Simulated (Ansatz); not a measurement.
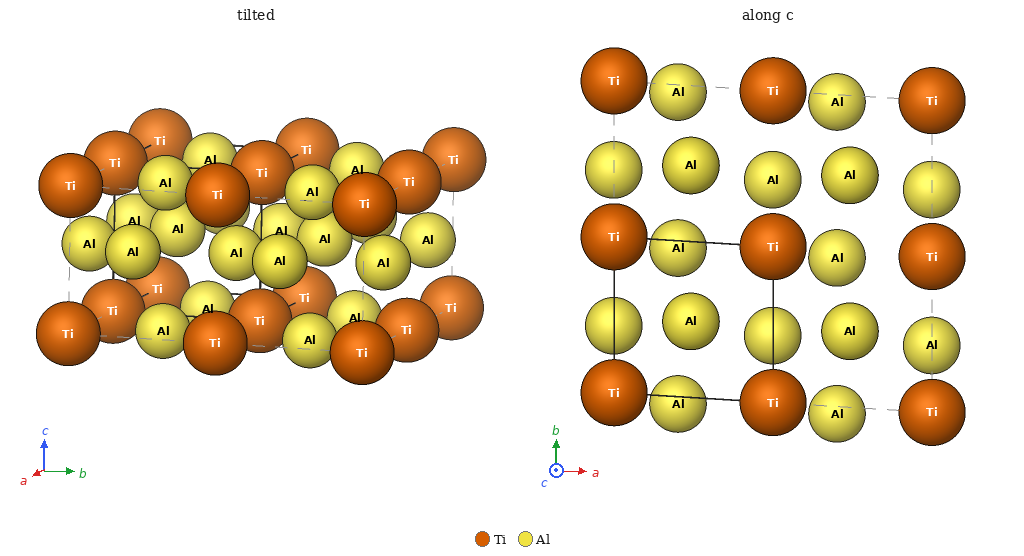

Spheres-only representation of a periodic structure, projected slightly off an axis and along the c axis. The unit cell (solid box) is repeated to 2×2×1 cells.

It has the composition TiAl$_{3}$. Space group: P1, with no symmetry beyond the lattice. With Z = 1, the cell contains 1 Ti, 3 Al.

The initial geometry was a structure listed in the Materials Project. The cell was then strained or its atoms displaced on purpose. Ansatz was used for an electronic-structure calculation on it.

At this level of theory the cell isn't at rest (compressed, at 19 GPa and forces up to 3.5 eV/Å), so its distances can differ from those at equilibrium, the more so the softer the solid.
